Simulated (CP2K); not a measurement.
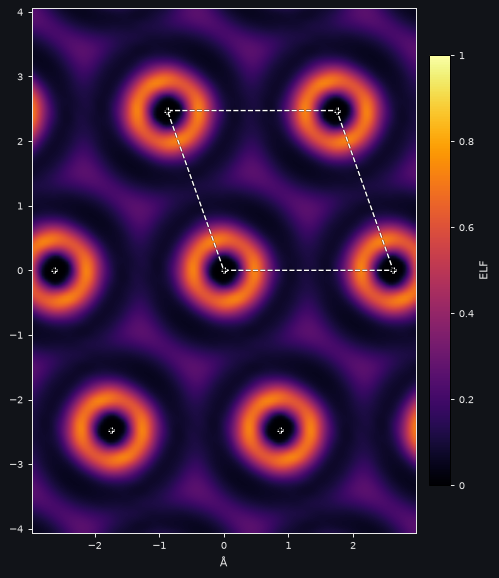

The electron localisation function of the up spins on a plane through atoms (crosses mark nuclei in the plane).

Theory: CP2K 2026.2, Kohn-Sham DFT of a periodic cell, PBE, GTH-PBE with UZH-DZVP basis.

Candidates:
A. V, a = 5.25 Å, b = 2.62 Å, c = 2.62 Å, α = 109.47°, β = 109.47°, γ = 109.47°. Space group Im-3m; computed pressure about −5 GPa in this cell; spin-polarised, but the moments vanished.
B. AlCo, a = 5.64 Å, b = 2.82 Å, c = 2.82 Å, α = 90.00°, β = 90.00°, γ = 90.00°. Space group Pm-3m; a structure from a database of computed crystals, not necessarily the ambient phase; computed pressure about 6 GPa in this cell; spin-polarised, but the moments vanished.

> Which candidate gave the map?

Candidate A: V on the (100) plane of the calculation cell, which holds V. V–V (2.62 Å): the ELF is about 0.10 at the midpoint.
